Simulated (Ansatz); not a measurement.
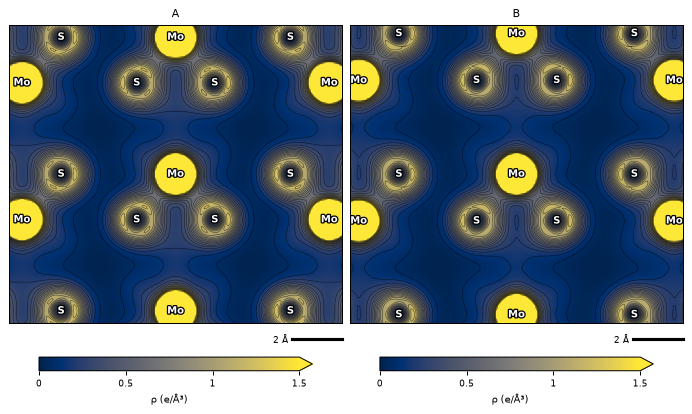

MoS₂. The valence pseudo-density of two cells that differ in size, on the (110) plane of each (indices in the axes of the calculation cell), at one length scale and on one colour scale: B has 18.6 Å³ an atom and A 17.1.

Computed with Kohn-Sham DFT of a periodic cell, PBE, Ansatz PAW small core in Ansatz 0.2.0.

The density is the valence pseudo-density of a PAW calculation; it isn't the true density close to the nuclei.

**What does the compression do to the bonding and the properties?**

From the larger cell to the smaller, Mo–S goes from 2.44 to 2.38 Å, and the density at its midpoint from 0.57 to 0.64 e/Å³; the pressure goes from −3.5 to 9 GPa; the Kohn–Sham gap goes from 0.96 eV to 0.89 eV.
